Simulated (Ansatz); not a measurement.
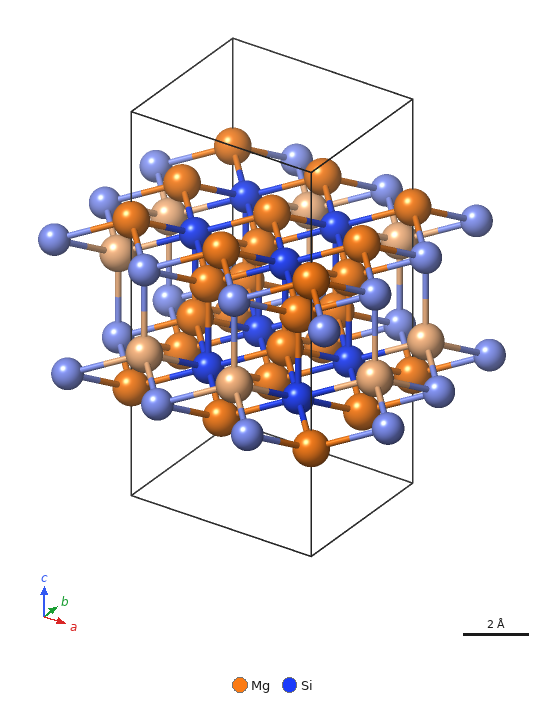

Fig. 1: The input geometry (ball-and-stick view of the cell of the calculation, with the vacuum cut short, seen slightly off an axis; neighbours outside the cell are drawn fainter). An atom can appear more than once, as a periodic image.

Geometry relaxation of Mg2Si (part 1 of 2)

The run: geometry relaxation of Mg2Si (slab, 24 atoms in the cell). Method and program: DFT PBE+D3(BJ), scalar-relativistic, plane waves, PAW, no spin polarisation (Ansatz 0.2.0).

The structure derives from an entry of the Crystallography Open Database. The input holds or restrains some coordinates. Forces given for the steps count only the free coordinates. It belongs to a series of runs on one base structure; here: clean slab, lower planes held.

## The program's output
```
Engine: ansatz 0.2.0, x86_64-unknown-linux-gnu
Pseudopotentials: kind: paw
Pseudopotential: Mg, paw, valence charge 10, recommended cutoff 420 eV (normal), Mg.paw.azcp
Pseudopotential: Si, paw, valence charge 4, recommended cutoff 420 eV (normal), Si.paw.azcp
Functional definition: PBE
  parameter kappa = 0.804
  parameter beta = 0.06672455060314922
  exchange = pbe_x(kappa = kappa, mu = beta*pi^2/3)
  correlation = pbe_c(beta = beta)
Crystal: 24 atoms, lattice volume = 1461.132 Å³
Basis set: ecut = 420 eV, 28517 PW (Γ), exchange–correlation on 120×120×288 points (8 copies of the dense FFT grid, shifted against one another)
Bands: 120, of which v1, the nominal top of the filled ones, is band 96 counted from 1 (95 counted from 0)
Symmetry: 24 space group operations
k-points: 2 of 4
Non-local potential: Mg, projectors of the file, l = 0: 3, l = 1: 2, l = 2: 1
Non-local potential: Si, projectors of the file, l = 0: 2, l = 1: 2, l = 2: 2
PAW form: soft (Blöchl's): semilocal exchange-correlation on the pseudo side does not see the compensation charge
PAW one-centre angular grid: Mg, 110 points (default); XC on 64 Gauss nodes
PAW one-centre angular grid: Si, 110 points (default); XC on 64 Gauss nodes
Initial density: superposition of atomic densities (neutral atoms: chi_scale 0, normalization atom), corrected by the library's trained network
Initial wavefunctions: pseudopotential atomic-orbital guess
Functional: x = pbe(κ = 0.804, μ = 0.2195149727645171), c = pbe(β = 0.06672455060314922)
SCF iter   1: F=—  HF=-35869.938621 eV  |F-HF|=—  |Δ(HF+E_count)|=         —  Δρ=1.51e-3  dr2=7.45e-2  ethr=1.77e-3  p=0.000 e·Å  D=2.05e-15 V/Å  ΔV_dip=-0.00 eV  dr2_dipole=5.03e-8  V_vac-E_F(+/−)=2.44/2.44 eV  ⟨swp⟩=8.5  Hψ=1181  notcnv=0  defer=3
efield: sawtooth ramp at fractional position 0.9800 (placed from the atoms, in the widest stretch of the axis that holds none; the zero of the levels goes with the place), width 0.0400; the density the first Hamiltonian is built on has a dipole p = 0.000 e·Å; the dipole correction subtracts the counter field D = 2.05e-15 V/Å, which shifts the + side's vacuum level by -0.00 eV against the − side's; the planar-averaged density in the ramp window peaks in size at 3.3e-5 e/Å³
preconditioner: auto → Resta (q_TF=auto, 1.945 Å⁻¹)  ε∞=2.8  [insulator: Δε(μ)=0.663 eV  Ē_g=5.759 eV  σ=0.050 eV  W_gap=1.00  n_scr=186 (ndim 8)  ℏωp=7.8 eV  f_vac=0.579  D(μ)=0.00/eV (n_scr^D=0)  ε∞_Penn≈2.8  vacuum switching on, ρ_ref=2.4e-3 e/Å³]
SCF iter   2: F=—  HF=-35869.940361 eV  |F-HF|=—  |Δ(HF+E_count)|=   1.74e-3  Δρ=7.94e-4  dr2=2.28e-2  ethr=3.88e-5  p=-0.000 e·Å  D=-2.07e-5 V/Å  ΔV_dip=0.00 eV  dr2_dipole=1.71e-7  V_vac-E_F(+/−)=2.50/2.50 eV  ⟨swp⟩=2.5  Hψ=362  notcnv=0  defer=28
SCF iter   3: F=—  HF=-35869.942142 eV  |F-HF|=—  |Δ(HF+E_count)|=   1.78e-3  Δρ=2.77e-4  dr2=9.97e-3  ethr=1.19e-5  p=0.001 e·Å  D=7.87e-5 V/Å  ΔV_dip=-0.00 eV  dr2_dipole=3.35e-6  V_vac-E_F(+/−)=2.48/2.48 eV  ⟨swp⟩=2.0  Hψ=296  notcnv=0  defer=28
SCF iter   4: F=—  HF=-35869.941692 eV  |F-HF|=—  |Δ(HF+E_count)|=   4.51e-4  Δρ=1.14e-4  dr2=4.36e-4  ethr=5.19e-6  p=-0.001 e·Å  D=-6.89e-5 V/Å  ΔV_dip=0.00 eV  dr2_dipole=2.91e-6  V_vac-E_F(+/−)=2.51/2.51 eV  ⟨swp⟩=2.0  Hψ=268  notcnv=0  defer=28
SCF iter   5: F=—  HF=-35869.941944 eV  |F-HF|=—  |Δ(HF+E_count)|=   2.52e-4  Δρ=4.00e-5  dr2=7.51e-5  ethr=2.27e-7  p=0.001 e·Å  D=1.51e-4 V/Å  ΔV_dip=-0.00 eV  dr2_dipole=1.33e-5  V_vac-E_F(+/−)=2.50/2.51 eV  ⟨swp⟩=2.0  Hψ=268  notcnv=0  defer=28
SCF iter   6: F=—  HF=-35869.942023 eV  |F-HF|=—  |Δ(HF+E_count)|=   7.95e-5  Δρ=2.45e-5  dr2=2.08e-4  ethr=1.17e-8  p=-0.004 e·Å  D=-4.35e-4 V/Å  ΔV_dip=0.01 eV  dr2_dipole=1.13e-4  V_vac-E_F(+/−)=2.51/2.50 eV  ⟨swp⟩=43.0  Hψ=2717  notcnv=0  recentre
SCF iter   7: F=-35869.942005 eV  HF=-35869.942003 eV  |F-HF|=2.35e-6  |Δ(HF+E_count)|=   2.08e-5  Δρ=8.24e-6  dr2=2.41e-6  ethr=1.17e-8  p=0.000 e·Å  D=2.07e-5 V/Å  ΔV_dip=-0.00 eV  dr2_dipole=2.91e-7  V_vac-E_F(+/−)=2.50/2.51 eV  ⟨swp⟩=20.5  Hψ=1868  notcnv=0
SCF 1 converged in 7 iterations: F = -35869.942005 eV  dr2 = 2.41e-6
  greatest PAW one-centre occupation: 1.000 electrons in one spin orbital (limit 2), on the Mg atom at site 15 (counted from 0), in its partial waves of l = 0
relax step   1: F+E_penalty+E_count = -35869.94200495 eV  Δ(F+E_penalty+E_count) = +0.000e0 eV  max|allowed force component| = 5.325e-1 eV/Å  Δτ_max = 0.0000 Å  (7 SCF iters, dr2 threshold 2.25e-5 eV, accepted)
Initial density: handed on by an earlier stage of this run
Initial wavefunctions: those handed on with the density
iter 1 solved again at ethr=5.30e-5 eV; its pass at ethr=3.10e-3 eV (dr2=1.02e-1 eV) is discarded
SCF iter   1: F=—  HF=-35870.136013 eV  |F-HF|=—  |Δ(HF+E_count)|=         —  Δρ=1.56e-3  dr2=9.74e-2  ethr=5.30e-5  p=0.000 e·Å  D=2.07e-5 V/Å  ΔV_dip=-0.00 eV  dr2_dipole=6.21e-3  V_vac-E_F(+/−)=2.59/2.60 eV  ⟨swp⟩=2.0  Hψ=831  notcnv=0  defer=33
efield: sawtooth ramp at fractional position 0.9800 (handed on by an earlier solve), width 0.0400; the density the first Hamiltonian is built on has a dipole p = 0.000 e·Å; the dipole correction subtracts the counter field D = 2.07e-5 V/Å, which shifts the + side's vacuum level by -0.00 eV against the − side's; the planar-averaged density in the ramp window peaks in size at 9.7e-7 e/Å³
preconditioner: auto → Resta (q_TF=auto, 1.945 Å⁻¹)  ε∞=2.8  [insulator: Δε(μ)=0.681 eV  Ē_g=5.822 eV  σ=0.050 eV  W_gap=1.00  n_scr=186 (ndim 8)  ℏωp=7.8 eV  f_vac=0.591  D(μ)=0.00/eV (n_scr^D=0)  ε∞_Penn≈2.8  vacuum switching on, ρ_ref=2.5e-3 e/Å³]
SCF iter   2: F=—  HF=-35870.136910 eV  |F-HF|=—  |Δ(HF+E_count)|=   8.97e-4  Δρ=8.44e-4  dr2=2.21e-2  ethr=5.07e-5  p=-0.063 e·Å  D=-7.80e-3 V/Å  ΔV_dip=0.17 eV  dr2_dipole=8.70e-4  V_vac-E_F(+/−)=2.79/2.62 eV  ⟨swp⟩=2.0  Hψ=270  notcnv=0  defer=33
SCF iter   3: F=—  HF=-35870.143306 eV  |F-HF|=—  |Δ(HF+E_count)|=   6.40e-3  Δρ=4.85e-4  dr2=1.37e-2  ethr=1.15e-5  p=-0.043 e·Å  D=-5.32e-3 V/Å  ΔV_dip=0.11 eV  dr2_dipole=6.58e-3  V_vac-E_F(+/−)=2.77/2.65 eV  ⟨swp⟩=2.0  Hψ=266  notcnv=0  defer=33
SCF iter   4: F=—  HF=-35870.147177 eV  |F-HF|=—  |Δ(HF+E_count)|=   3.87e-3  Δρ=2.33e-4  dr2=1.05e-2  ethr=7.14e-6  p=-0.109 e·Å  D=-1.35e-2 V/Å  ΔV_dip=0.29 eV  dr2_dipole=2.76e-3  V_vac-E_F(+/−)=2.89/2.60 eV  ⟨swp⟩=2.0  Hψ=294  notcnv=0  defer=33
SCF iter   5: F=—  HF=-35870.146756 eV  |F-HF|=—  |Δ(HF+E_count)|=   4.21e-4  Δρ=8.85e-5  dr2=2.43e-4  ethr=5.47e-6  p=-0.101 e·Å  D=-1.26e-2 V/Å  ΔV_dip=0.27 eV  dr2_dipole=3.08e-5  V_vac-E_F(+/−)=2.90/2.64 eV  ⟨swp⟩=2.0  Hψ=245  notcnv=0  defer=33
SCF iter   6: F=—  HF=-35870.146872 eV  |F-HF|=—  |Δ(HF+E_count)|=   1.16e-4  Δρ=2.81e-5  dr2=2.03e-5  ethr=1.27e-7  p=-0.110 e·Å  D=-1.36e-2 V/Å  ΔV_dip=0.29 eV  dr2_dipole=6.06e-7  V_vac-E_F(+/−)=2.93/2.63 eV  ⟨swp⟩=2.5  Hψ=290  notcnv=0  defer=33
SCF iter   7: F=-35870.146890 eV  HF=-35870.146889 eV  |F-HF|=6.48e-7  |Δ(HF+E_count)|=   1.72e-5  Δρ=5.84e-6  dr2=1.13e-6  ethr=9.23e-9  p=-0.111 e·Å  D=-1.38e-2 V/Å  ΔV_dip=0.29 eV  dr2_dipole=5.75e-9  V_vac-E_F(+/−)=2.93/2.64 eV  ⟨swp⟩=27.5  Hψ=2474  notcnv=0
SCF 2 converged in 7 iterations: F = -35870.146890 eV  dr2 = 1.13e-6
relax step   2: F+E_penalty+E_count = -35870.14689005 eV  Δ(F+E_penalty+E_count) = -2.049e-1 eV  max|allowed force component| = 2.466e-1 eV/Å  Δτ_max = 0.1949 Å  (7 SCF iters, dr2 threshold 1.77e-5 eV, accepted)
SCF iter   1: F=—  HF=-35870.173459 eV  |F-HF|=—  |Δ(HF+E_count)|=         —  Δρ=3.76e-4  dr2=1.74e-2  ethr=2.61e-5  p=-0.111 e·Å  D=-1.38e-2 V/Å  ΔV_dip=0.29 eV  dr2_dipole=6.19e-3  V_vac-E_F(+/−)=2.91/2.62 eV  ⟨swp⟩=4.0  Hψ=461  notcnv=0  defer=33
efield: sawtooth ramp at fractional position 0.9800 (handed on by an earlier solve), width 0.0400; the density the first Hamiltonian is built on has a dipole p = -0.111 e·Å; the dipole correction subtracts the counter field D = -1.38e-2 V/Å, which shifts the + side's vacuum level by +0.29 eV against the − side's; the planar-averaged density in the ramp window peaks in size at 9.7e-7 e/Å³
preconditioner: auto → Resta (q_TF=auto, 1.945 Å⁻¹)  ε∞=2.8  [insulator: Δε(μ)=0.687 eV  Ē_g=5.836 eV  σ=0.050 eV  W_gap=1.00  n_scr=186 (ndim 8)  ℏωp=7.8 eV  f_vac=0.586  D(μ)=0.00/eV (n_scr^D=0)  ε∞_Penn≈2.8  vacuum switching on, ρ_ref=2.5e-3 e/Å³]
SCF iter   2: F=—  HF=-35870.174291 eV  |F-HF|=—  |Δ(HF+E_count)|=   8.32e-4  Δρ=2.98e-4  dr2=1.98e-2  ethr=9.07e-6  p=-0.168 e·Å  D=-2.09e-2 V/Å  ΔV_dip=0.45 eV  dr2_dipole=1.14e-2  V_vac-E_F(+/−)=2.98/2.54 eV  ⟨swp⟩=2.0  Hψ=307  notcnv=0  defer=35
SCF iter   3: F=—  HF=-35870.171775 eV  |F-HF|=—  |Δ(HF+E_count)|=   2.52e-3  Δρ=1.78e-4  dr2=8.60e-4  ethr=9.07e-6  p=-0.131 e·Å  D=-1.62e-2 V/Å  ΔV_dip=0.35 eV  dr2_dipole=3.79e-7  V_vac-E_F(+/−)=2.93/2.58 eV  ⟨swp⟩=2.0  Hψ=234  notcnv=0  defer=35
SCF iter   4: F=—  HF=-35870.172425 eV  |F-HF|=—  |Δ(HF+E_count)|=   6.50e-4  Δρ=7.48e-5  dr2=1.57e-4  ethr=4.48e-7  p=-0.126 e·Å  D=-1.56e-2 V/Å  ΔV_dip=0.33 eV  dr2_dipole=8.44e-6  V_vac-E_F(+/−)=2.92/2.58 eV  ⟨swp⟩=2.0  Hψ=284  notcnv=0  defer=35
SCF iter   5: F=—  HF=-35870.172472 eV  |F-HF|=—  |Δ(HF+E_count)|=   4.66e-5  Δρ=9.94e-6  dr2=8.02e-6  ethr=8.16e-8  p=-0.120 e·Å  D=-1.48e-2 V/Å  ΔV_dip=0.32 eV  dr2_dipole=1.60e-7  V_vac-E_F(+/−)=2.90/2.58 eV  ⟨swp⟩=2.0  Hψ=267  notcnv=0  defer=35
SCF iter   6: F=-35870.172473 eV  HF=-35870.172473 eV  |F-HF|=1.48e-7  |Δ(HF+E_count)|=   1.13e-6  Δρ=4.85e-6  dr2=1.02e-6  ethr=1.98e-9  p=-0.119 e·Å  D=-1.47e-2 V/Å  ΔV_dip=0.32 eV  dr2_dipole=2.60e-10  V_vac-E_F(+/−)=2.90/2.58 eV  ⟨swp⟩=24.5  Hψ=2329  notcnv=0
SCF 3 converged in 6 iterations: F = -35870.172473 eV  dr2 = 1.02e-6
relax step   3: F+E_penalty+E_count = -35870.17247295 eV  Δ(F+E_penalty+E_count) = -2.558e-2 eV  max|allowed force component| = 1.726e-2 eV/Å  Δτ_max = 0.0351 Å  (6 SCF iters, dr2 threshold 3.80e-6 eV, accepted)
iter 1 solved again at ethr=4.89e-10 eV; its pass at ethr=3.10e-3 eV (dr2=9.38e-7 eV) is discarded
SCF iter   1: F=—  HF=-35870.172155 eV  |F-HF|=—  |Δ(HF+E_count)|=         —  Δρ=4.96e-6  dr2=9.35e-7  ethr=4.89e-10  p=-0.119 e·Å  D=-1.47e-2 V/Å  ΔV_dip=0.32 eV  dr2_dipole=1.60e-10  V_vac-E_F(+/−)=2.90/2.58 eV  ⟨swp⟩=1.0  Hψ=568  notcnv=0
efield: sawtooth ramp at fractional position 0.9800 (handed on by an earlier solve), width 0.0400; the density the first Hamiltonian is built on has a dipole p = -0.119 e·Å; the dipole correction subtracts the counter field D = -1.47e-2 V/Å, which shifts the + side's vacuum level by +0.32 eV against the − side's; the planar-averaged density in the ramp window peaks in size at 9.7e-7 e/Å³
preconditioner: auto → Resta (q_TF=auto, 1.945 Å⁻¹)  ε∞=2.8  [insulator: Δε(μ)=0.696 eV  Ē_g=5.828 eV  σ=0.050 eV  W_gap=1.00  n_scr=186 (ndim 8)  ℏωp=7.8 eV  f_vac=0.586  D(μ)=0.00/eV (n_scr^D=0)  ε∞_Penn≈2.8  vacuum switching on, ρ_ref=2.5e-3 e/Å³]
SCF iter   2: F=—  HF=-35870.172473 eV  |F-HF|=—  |Δ(HF+E_count)|=   3.18e-4  Δρ=2.77e-6  dr2=2.32e-7  ethr=4.87e-10  p=-0.119 e·Å  D=-1.47e-2 V/Å  ΔV_dip=0.32 eV  dr2_dipole=2.97e-8  V_vac-E_F(+/−)=2.90/2.58 eV  ⟨swp⟩=2.0  Hψ=383  notcnv=0
SCF iter   3: F=—  HF=-35870.172473 eV  |F-HF|=—  |Δ(HF+E_count)|=   1.98e-7  Δρ=1.67e-6  dr2=1.51e-7  ethr=5.21e-11  p=-0.119 e·Å  D=-1.47e-2 V/Å  ΔV_dip=0.31 eV  dr2_dipole=1.15e-8  V_vac-E_F(+/−)=2.90/2.58 eV  ⟨swp⟩=13.5  Hψ=1394  notcnv=0
SCF iter   4: F=—  HF=-35870.172473 eV  |F-HF|=—  |Δ(HF+E_count)|=   1.40e-7  Δρ=1.07e-6  dr2=3.50e-7  ethr=5.21e-11  p=-0.119 e·Å  D=-1.47e-2 V/Å  ΔV_dip=0.32 eV  dr2_dipole=1.84e-7  V_vac-E_F(+/−)=2.90/2.58 eV  ⟨swp⟩=14.0  Hψ=1443  notcnv=0  recentre
SCF iter   5: F=-35870.172473 eV  HF=-35870.172473 eV  |F-HF|=2.76e-10  |Δ(HF+E_count)|=   3.99e-8  Δρ=2.78e-7  dr2=1.54e-9  ethr=5.21e-11  p=-0.119 e·Å  D=-1.47e-2 V/Å  ΔV_dip=0.31 eV  dr2_dipole=1.30e-11  V_vac-E_F(+/−)=2.90/2.58 eV  ⟨swp⟩=10.0  Hψ=1321  notcnv=0
SCF 4 converged in 5 iterations: F = -35870.172473 eV  dr2 = 1.54e-9
relax step   4: F+E_penalty+E_count = -35870.17247338 eV  Δ(F+E_penalty+E_count) = -4.348e-7 eV  max|allowed force component| = 1.751e-2 eV/Å  Δτ_max = 0.0000 Å  (5 SCF iters, accepted)
```

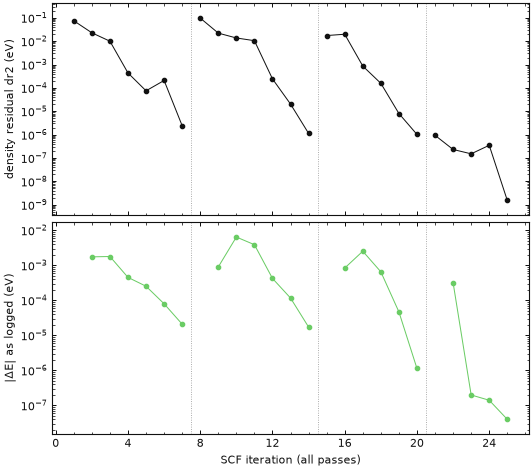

Fig. 2: Convergence of the self-consistent field: density residual dr2 and size of the energy change against the SCF iteration. The dotted lines part the SCF passes of the relaxation: geometry steps, rejected trials and re-solves on a re-selected basis. The passes take 7, 7, 6 and 5 iterations.

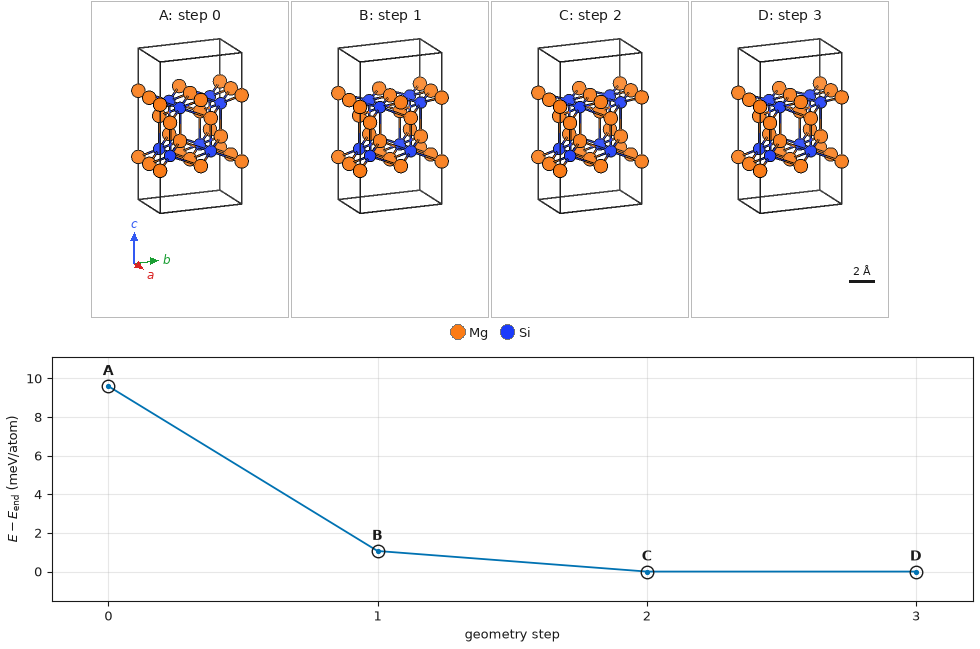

Fig. 3: Frames of the restrained relaxation (ball-and-stick view of the cell of the calculation, with the vacuum cut short (origin shifted), seen slightly off an axis) above the curves, on which the letters mark them (the first geometry is step 0 here and step 1 in the log).

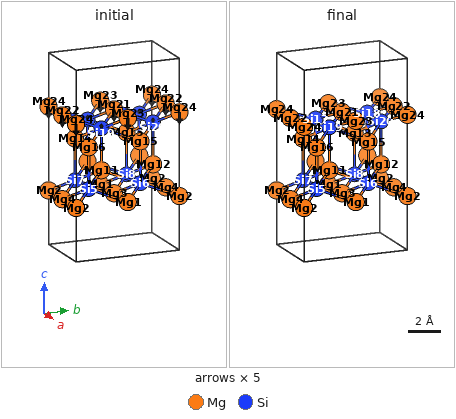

Fig. 4: Before (left) and after (right) the restrained relaxation, at one scale (ball-and-stick view of the cell of the calculation, with the vacuum cut short (origin shifted), seen slightly off an axis). The black arrows give the displacements, magnified 5 times. The largest moves, 0.17 Å, are those of Mg21, Mg22, Mg23 and Mg24. By element the largest moves are Mg 0.17 Å, Si 0.07 Å. The lattice vectors keep their values. Among the contacts that change: Si17–Mg21 2.717 → 2.648 Å, Mg10–Si18 2.717 → 2.783 Å, Mg13–Si17 2.717 → 2.745 Å, Si5–Mg16 2.717 → 2.701 Å. Among the angles that change: Si17–Mg21–Si19 109.5° → 113.8°. Over 3 geometry steps the energy falls by 9.6 meV per atom. The largest force component goes from 0.53 to 0.018 eV/Å. (Atoms are counted from 1 in the order of the input.)

```
SCF converged after 5 iterations
Free energy (F): -35870.172473 eV
Harris-Foulkes:  -35870.172473 eV  (|F-HF|=2.76e-10)
Internal energy: -35870.172473 eV  (E = F + TS)
E sigma→0 (E₀):  -35870.172473 eV
Fermi energy:    0.412650 eV
Dipole field:    D = -0.014677 V/Å  (p = -0.118511 e·Å, saw-weighted, corrected)
Work function:   Φ+ = 2.8985 eV   Φ− = 2.5839 eV
Levels:          The Fermi level and band energies are counted from a zero that moves with the ramp; work functions are not
--- Per-component energies (eV) ---
  E_band       = -6748.550196
  E_kinetic    = 1520.086762
  E_local      = -107737.222368  (includes V_loc(G=0)·N_el)
  E_nonlocal   = 1736.723518
  E_hartree    = 49580.855900
  E_xc         = -895.989016
  E_vxc        = -960.112182  (∫ρ·V_xc dr)
  E_paw        = -8781.485033  (= ΣΔE_a)
  E_vpaw       = -469.639747  (= ΣTr[D̂ρ^β])
  E_aug_tail   = 0.000022  (compensation charges beyond the density's cutoff)
  E_efield     = 0.000870  (sawtooth field / dipole correction)
  E_vefield    = -0.089084  (∫n·V_field dr)
  E_ewald      = 28712.053390
  E_disp       = -5.196517  (pairwise vdW)
  E_smearing   = -0.000000  (= −TS)
  E_closure    = 0.000000  (closes the sum)
  Σ components = -35870.172473   (vs F -35870.172473, Δ=0.00e0)
--- Forces (eV/Å), atoms counted from 1 ---
  atom   1  Mg     0.00000000    -0.00000000     0.50866073
  atom   2  Mg     0.00000000    -0.00000000     0.50866073
  atom   3  Mg     0.00000000    -0.00000000     0.50866073
  atom   4  Mg     0.00000000    -0.00000000     0.50866073
  atom   5  Si    -0.00000000    -0.00000000    -0.55184635
  atom   6  Si    -0.00000000    -0.00000000    -0.55184635
  atom   7  Si    -0.00000000     0.00000000    -0.55184635
  atom   8  Si    -0.00000000     0.00000000    -0.55184635
  atom   9  Mg    -0.00000000     0.00000000     0.05167354
  atom  10  Mg    -0.00000000     0.00000000     0.05167354
  atom  11  Mg     0.00000000     0.00000000     0.05167354
  atom  12  Mg     0.00000000     0.00000000     0.05167354
  atom  13  Mg     0.00000000     0.00000000     0.00164520
  atom  14  Mg     0.00000000     0.00000000     0.00164520
  atom  15  Mg     0.00000000    -0.00000000     0.00164520
  atom  16  Mg     0.00000000    -0.00000000     0.00164520
  atom  17  Si     0.00000000     0.00000000    -0.01751349
  atom  18  Si     0.00000000     0.00000000    -0.01751349
  atom  19  Si     0.00000000     0.00000000    -0.01751349
  atom  20  Si     0.00000000     0.00000000    -0.01751349
  atom  21  Mg    -0.00000000    -0.00000000     0.00738031
  atom  22  Mg    -0.00000000    -0.00000000     0.00738031
  atom  23  Mg     0.00000000    -0.00000000     0.00738031
  atom  24  Mg    -0.00000000     0.00000000     0.00738031
  max |Σ_I F_I| component: 2.22e-7 eV/Å
--- Band table (eV) ---
```
